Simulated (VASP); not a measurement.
# Dielectric function of BaTe, part 3 of 3

Wanted: where BaTe absorbs light, and how strongly it screens. The cell is of the rock-salt type, one of the forms listed for this formula. The start is a cell from a database of measured crystal structures.

VASP 6.6.1, plane waves and PAW; the level of theory is named at each step.

So far, mean electronic dielectric tensor with local fields: step 4 (static response with local fields) 6.59.

The database entry behind the starting cell differs from later determinations by our own check (about 2.5 % short), so it need not match the best structure at ambient conditions.

## 5. Spectrum at r2SCAN

This step: r2SCAN; plane waves and PAW (Ba_sv, Te) (VASP 6.6.1).

The spectrum is made again with r2SCAN.

Input file INCAR:

```
SYSTEM = BaTe
PREC = Accurate
ENCUT = 400
EDIFF = 1E-07
NELM = 100
ISMEAR = 0
SIGMA = 0.05
LREAL = .FALSE.
ALGO = Normal
METAGGA = R2SCAN
LASPH = .TRUE.
NBANDS = 44
LWAVE = .FALSE.
LCHARG = .FALSE.
KPAR = 4
LOPTICS = .TRUE.
NEDOS = 2000
CSHIFT = 0.2
```

Input file POSCAR:

```
BaTe
1.0
    0.0000000000      3.4100000000      3.4100000000
    3.4100000000      0.0000000000      3.4100000000
    3.4100000000      3.4100000000      0.0000000000
Ba Te
1 1
Direct
    0.0000000000      0.0000000000      0.0000000000
    0.5000000000      0.5000000000      0.5000000000
```

Input file KPOINTS:

```
Automatic mesh
0
Gamma
9 9 9
0 0 0
```

The projector-augmented-wave data sets are Ba_sv and Te (PBE family, release 64).

Launch:

```
mpirun -np 4 vasp_std
```

Log:

```text
[banner, memory and clock lines left out]
running    4 mpi-ranks, on    1 nodes
 distrk:  each k-point on    1 cores,    4 groups
 distr:  one band on    1 cores,    1 groups

 POSCAR found type information on POSCAR BaTe
 POSCAR found :  2 types and       2 ions
|                                                                             |
|               ----> ADVICE to this user running VASP <----                  |
|                                                                             |
|     You enforced a specific xc type in the INCAR file but a different       |
|     [... a line on the potential file left out ...]
|     I HOPE YOU KNOW WHAT YOU ARE DOING!                                     |
|                                                                             |

 LDA part: xc-table for (None), standard interpolation
 POSCAR, INCAR and KPOINTS ok, starting setup
 FFT: planning ... GRIDC
 FFT: planning ... GRID_SOFT
 FFT: planning ... GRID
 WAVECAR not read
 entering main loop
       N       E                     dE             d eps       ncg     rms          rms(c)
DAV:   1     0.161144204099E+02    0.16114E+02   -0.45219E+03  3080   0.257E+02
DAV:   2    -0.565977926515E+02   -0.72712E+02   -0.68058E+02  3856   0.786E+01
DAV:   3    -0.592804430169E+02   -0.26827E+01   -0.26442E+01  3844   0.129E+01
DAV:   4    -0.593166758230E+02   -0.36233E-01   -0.36213E-01  3812   0.155E+00
DAV:   5    -0.593170542596E+02   -0.37844E-03   -0.37842E-03  3736   0.163E-01    0.470E+00
DAV:   6    -0.559122481530E+02    0.34048E+01   -0.56990E-01  3932   0.213E+00    0.306E+00
DAV:   7    -0.559051750475E+02    0.70731E-02   -0.81973E-02  3652   0.108E+00    0.105E+00
DAV:   8    -0.559051503398E+02    0.24708E-04   -0.17597E-02  3592   0.330E-01    0.112E+00
DAV:   9    -0.559052115063E+02   -0.61167E-04   -0.58546E-04  3636   0.959E-02    0.453E-01
DAV:  10    -0.559053695877E+02   -0.15808E-03   -0.34357E-04  3624   0.596E-02    0.706E-02
DAV:  11    -0.559054070468E+02   -0.37459E-04   -0.45777E-05  3508   0.179E-02    0.267E-02
DAV:  12    -0.559054090204E+02   -0.19736E-05   -0.33747E-06  3624   0.547E-03    0.167E-02
DAV:  13    -0.559054088810E+02    0.13943E-06   -0.84787E-08  3932   0.143E-03    0.124E-03
DAV:  14    -0.559054087912E+02    0.89790E-07   -0.10939E-08  2564   0.394E-04
   1 F= -.55905409E+02 E0= -.55905409E+02  d E =-.379514E-11
 optical routines
 imaginary and real dielectric function
 direction            1
 direction            2
 direction            3
```

Wall time 26 s (4 MPI ranks of Intel Xeon 6975P-C (Granite Rapids), shared host); peak memory 0.92 GiB.

Parts of OUTCAR (step 5):

```text
   NELECT =      16.0000    total number of electrons

 E-fermi :   2.7952

 k-point     1 :       0.0000    0.0000    0.0000
  band No.  band energies     occupation
    ...
      4      -9.7760      2.00000
      5      -7.4172      2.00000
      6       2.5876      2.00000
      7       2.5876      2.00000
      8       2.5876      2.00000
      9       5.8670      0.00000
     10       5.8670      0.00000
     11       5.8670      0.00000
     12       6.5297      0.00000
     13       6.6337      0.00000
    ...

  Total        2.2268261      2.2268261      2.2268261      0.0000000      0.0000000      0.0000000
  in kB       44.9887310     44.9887310     44.9887310      0.0000000      0.0000000      0.0000000
  external PRESSURE =      44.9887310 kB  Pullay stress =       0.0000000 kB

 POSITION                                       TOTAL-FORCE (eV/Angst)
 -----------------------------------------------------------------------------------
      0.00000      0.00000      0.00000        -0.000000      0.000000      0.000000
      3.41000      3.41000      3.41000         0.000000     -0.000000     -0.000000
 -----------------------------------------------------------------------------------
    total drift:                                0.000000     -0.000000     -0.000000

  FREE ENERGIE OF THE ION-ELECTRON SYSTEM (eV)
  ---------------------------------------------------
  free  energy   TOTEN  =       -55.9054087912 eV

  energy  without entropy=      -55.9054087912  energy(sigma->0) =      -55.90540879

 plasma frequency squared (from intraband transitions) (eV^2)
  --------------------------------------------------------------------------------------
       0.000      -0.000       0.000
      -0.000       0.000      -0.000
       0.000       0.000       0.000

[... 8 parts as in an earlier step ...]

[... 8 further parts left out ...]
```

The PAW data sets were made with PBE, which is usual practice but a small mismatch for other functionals.

Numbers from this step:

| Quantity | Value |
| --- | --- |
| free energy (TOTEN) | -55.9054 eV |
| Fermi energy | 2.795 eV |
| pressure | 4.499 GPa |
| gap on the k-mesh | 1.718 eV |
| least direct gap on the k-mesh | 2.102 eV |

Absorption under the direct gap is the tail of the CSHIFT broadening, and fine structure depends on the mesh. Table of imaginary dielectric function, xx by photon energy; read off at these points:

| photon energy (eV) | imaginary dielectric function, xx |
| --- | --- |
| 0.0 | 0 |
| 1.0 | 0.128 |
| 2.0 | 1.00 |
| 3.0 | 3.27 |
| 4.0 | 4.44 |
| 5.0 | 7.19 |
| 5.6 | 8.04 |
| 6.0 | 6.77 |
| 6.6 | 7.47 |
| 7.0 | 5.90 |
| 8.0 | 3.14 |
| 9.0 | 1.63 |
| 10.0 | 1.97 |
| 10.1 | 2.08 |
| 11.0 | 1.32 |
| 12.0 | 0.864 |
| 13.0 | 0.969 |
| 14.0 | 0.799 |
| 15.0 | 0.921 |
| 16.0 | 1.07 |
| 17.0 | 1.50 |
| 18.0 | 2.21 |
| 18.1 | 2.27 |
| 19.0 | 1.79 |
| 20.0 | 0.557 |
| 21.0 | 0.542 |
| 22.0 | 0.613 |
| 23.0 | 0.368 |
| 24.0 | 0.224 |

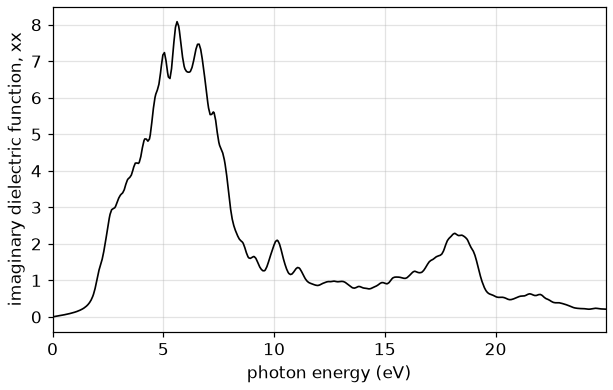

Imaginary dielectric function, xx, plotted against photon energy.

The real dielectric function, xx by photon energy:

```
photon energy (eV)  real dielectric function, xx
                 0                          6.09
                 1                          6.37
                 2                          7.67
                 3                          7.09
                 4                          6.59
                 5                          5.02
                 6                          1.79
                 7                         -1.12
                 8                         -2.31
                 9                        -0.656
                10                         0.205
                11                        0.0326
                12                         0.314
                13                         0.487
                14                         0.665
                15                         0.922
                16                          1.05
                17                          1.15
                18                         0.703
                19                        -0.703
                20                        -0.289
                21                         0.118
                22                        0.0533
                23                        0.0748
                24                         0.217
```

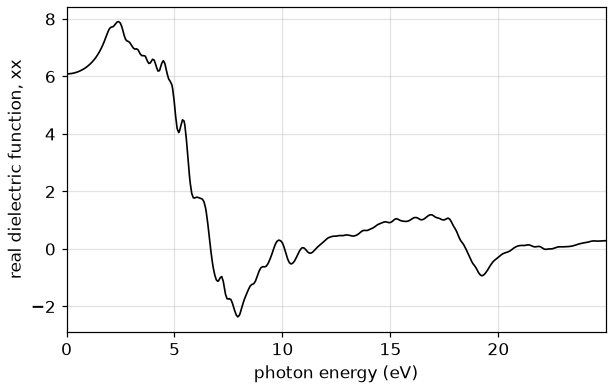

Real dielectric function, xx against photon energy.

## 6. Spectrum at PBE+SOC

This step: PBE, spin-orbit coupling; plane waves and PAW (Ba_sv, Te) (VASP 6.6.1).

The spectrum is made again with PBE and spin-orbit coupling, on a coarser mesh.

Edit INCAR of step 5 so:

```diff
@@ -9,5 +9,9 @@
 ALGO = Normal
-METAGGA = R2SCAN
+GGA = PE
+LNONCOLLINEAR = .TRUE.
+MAGMOM = 0 0 0 0 0 0
+NBANDS = 88
+GGA_COMPAT = .FALSE.
 LASPH = .TRUE.
-NBANDS = 44
+LSORBIT = .TRUE.
 LWAVE = .FALSE.
```

POSCAR is that of step 5.

Input file KPOINTS:

```
Automatic mesh
0
Gamma
7 7 7
0 0 0
```

Launch:

```
mpirun -np 4 vasp_ncl
```

Log:

```text
[... set-up lines as in an earlier step ...]
 entering main loop
       N       E                     dE             d eps       ncg     rms          rms(c)
DAV:   1     0.755051480595E+02    0.75505E+02   -0.42034E+03  3520   0.248E+02
DAV:   2    -0.540552631452E+01   -0.80911E+02   -0.75956E+02  4472   0.806E+01
DAV:   3    -0.881713192564E+01   -0.34116E+01   -0.33261E+01  4792   0.146E+01
DAV:   4    -0.889375637514E+01   -0.76624E-01   -0.76502E-01  4392   0.195E+00
DAV:   5    -0.889480678090E+01   -0.10504E-02   -0.10504E-02  4288   0.243E-01    0.493E+00
DAV:   6    -0.879802291070E+01    0.96784E-01   -0.13263E-02  4216   0.584E-01    0.307E+00
DAV:   7    -0.879404946400E+01    0.39734E-02   -0.28807E-02  4400   0.472E-01    0.198E+00
DAV:   8    -0.880058007326E+01   -0.65306E-02   -0.51434E-03  4104   0.193E-01    0.598E-01
DAV:   9    -0.880265719969E+01   -0.20771E-02   -0.13222E-03  4032   0.130E-01    0.131E-01
DAV:  10    -0.880271642726E+01   -0.59228E-04   -0.18393E-04  4248   0.307E-02    0.555E-02
DAV:  11    -0.880280385704E+01   -0.87430E-04   -0.20085E-05  4024   0.112E-02    0.383E-02
DAV:  12    -0.880286362374E+01   -0.59767E-04   -0.45587E-05  4032   0.177E-02    0.442E-03
DAV:  13    -0.880286357340E+01    0.50339E-07   -0.90714E-07  4328   0.237E-03
   1 F= -.88028636E+01 E0= -.88028636E+01  d E =-.166254E-11  mag=    -0.0000    -0.0000    -0.0000
 optical routines
 imaginary and real dielectric function
 recalculating local potential from charge density
 direction            1
 direction            2
 direction            3
```

Elapsed: 27 s, on 4 MPI ranks; peak memory 1.6 GiB.

Parts of OUTCAR (step 6):

```text
   k-points           NKPTS =     20   k-points in BZ     NKDIM =     20   number of bands    NBANDS=     88

   NELECT =      16.0000    total number of electrons

 E-fermi :   3.2914

 k-point     1 :       0.0000    0.0000    0.0000
  band No.  band energies     occupation
    ...
     12       2.2073      1.00000
     13       3.0768      1.00000
     14       3.0768      1.00000
     15       3.0768      1.00000
     16       3.0768      1.00000
     17       5.6304      0.00000
     18       5.6304      0.00000
     19       5.6304      0.00000
     20       5.6304      0.00000
     21       5.6988      0.00000
    ...

  Total        2.0926297      2.0926297      2.0926297      0.0000000      0.0000000     -0.0000000
  in kB       42.2775530     42.2775530     42.2775530      0.0000000      0.0000000     -0.0000000
  external PRESSURE =      42.2775530 kB  Pullay stress =       0.0000000 kB

 POSITION                                       TOTAL-FORCE (eV/Angst)
 -----------------------------------------------------------------------------------
      0.00000      0.00000      0.00000         0.000000     -0.000000      0.000000
      3.41000      3.41000      3.41000        -0.000000      0.000000      0.000000
 -----------------------------------------------------------------------------------
    total drift:                               -0.000000     -0.000000     -0.000000

  FREE ENERGIE OF THE ION-ELECTRON SYSTEM (eV)
  ---------------------------------------------------
  free  energy   TOTEN  =        -8.8028635734 eV

  energy  without entropy=       -8.8028635734  energy(sigma->0) =       -8.80286357

 plasma frequency squared (from intraband transitions) (eV^2)
  --------------------------------------------------------------------------------------
       0.000       0.000      -0.000
       0.000       0.000       0.000
       0.000       0.000       0.000

 Spin-Orbit-Coupling matrix elements
 Ion:    1  E_soc:     -0.3965137
 Ion:    2  E_soc:     -0.1878278

[... 6 parts as in an earlier step ...]

[... 9 further parts left out ...]
```

LASPH is switched on together with spin-orbit coupling, so the change from the scalar run holds both.

Numbers from this step:

| Property | Result |
| --- | --- |
| free energy (TOTEN) | -8.803 eV |
| Fermi energy | 3.291 eV |
| pressure | 4.228 GPa |
| gap on the k-mesh | 1.094 eV |
| least direct gap on the k-mesh | 1.468 eV |

On-site spin-orbit energy by atom:

```csv
atom,on-site spin-orbit energy (eV)
Ba1,-0.397
Te2,-0.188
```

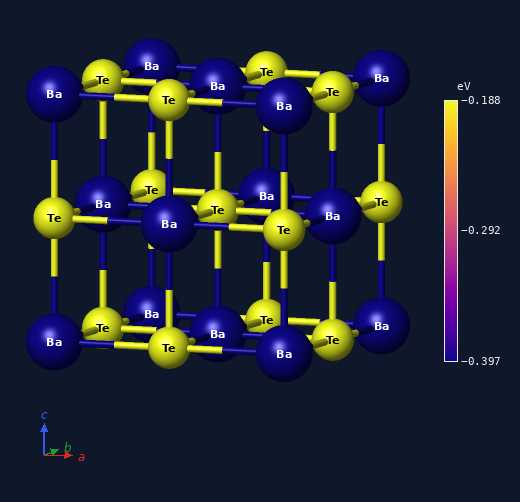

Atoms coloured by on-site spin-orbit energy. Some periodic images of atoms are drawn too.

Absorption under the direct gap is the tail of the CSHIFT broadening, and fine structure depends on the mesh. Table of imaginary dielectric function, xx by photon energy; read off at these points:

```csv
photon energy (eV),"imaginary dielectric function, xx"
0.0,0
1.0,0.385
2.0,2.50
3.0,4.36
4.0,7.28
4.2,8.07
5.0,7.93
5.4,8.34
6.0,7.64
7.0,4.70
8.0,1.90
9.0,1.34
9.5,1.90
10.0,1.34
11.0,0.861
12.0,0.956
13.0,1.01
14.0,1.02
15.0,1.09
16.0,1.44
16.7,2.00
17.0,1.85
18.0,1.20
19.0,1.01
20.0,0.637
21.0,0.483
22.0,0.383
23.0,0.309
24.0,0.157
```

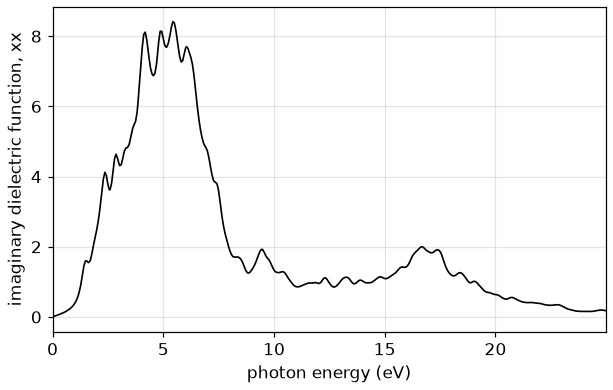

Imaginary dielectric function, xx against photon energy.

Table of real dielectric function, xx by photon energy:

```
photon energy (eV)  real dielectric function, xx
               0.0                          7.35
               2.5                          7.51
               5.0                          3.23
               7.5                         -2.23
              10.0                        -0.316
              12.5                         0.454
              15.0                         0.904
              17.5                        -0.131
              20.0                        -0.111
              22.5                         0.165
```

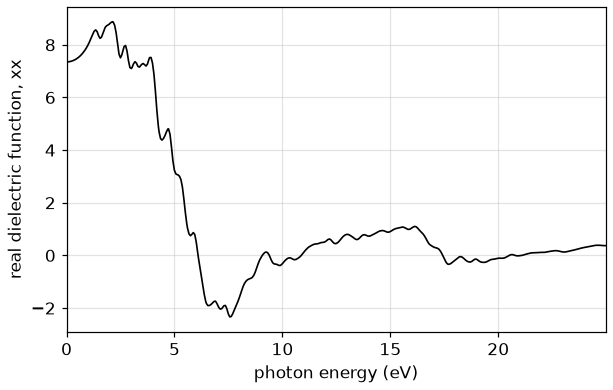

Real dielectric function, xx, plotted against photon energy.

## 7. Outcome

| Quantity | Value |
| --- | --- |
| PBE, independent particles | eps xx at zero frequency 7.10, centre of weight of eps2 xx, over the range kept, at 8.06 eV, mesh 9×9×9 |
| r2SCAN, independent particles | eps xx at zero frequency 6.09, centre of weight of eps2 xx, over the range kept, at 8.81 eV, mesh 9×9×9 |
| PBE with spin-orbit coupling, independent particles | eps xx at zero frequency 7.35, centre of weight of eps2 xx, over the range kept, at 8.00 eV, mesh 7×7×7 |
| PBE, with local fields | eps 6.59, 6.59, 6.59 |

**Reading.** Local fields, and the bands above those summed, take the mean static value from 7.10 to 6.59. Excitons and quasiparticle shifts are absent, so the onset can't be set against measurement and its shape can differ. The given cell is kept, although it stands at +4.2 GPa at PBE and ENCUT = 400 eV, which holds the mismatch of the given cell with this functional and any basis-set error.

[Lines on the potential files, build, host, timing and source positions are cut from VASP's logs without a mark.]

[Logs are printed without paths, hosts, clocks, repeated set-up lines and the standing remarks that a program may print on its own settings, such as how far it seeks lower states.]

[Hosts, paths, dates, database ids (printed as entryN), source tags and the programs' standing remarks are cut or masked in the printed files.]
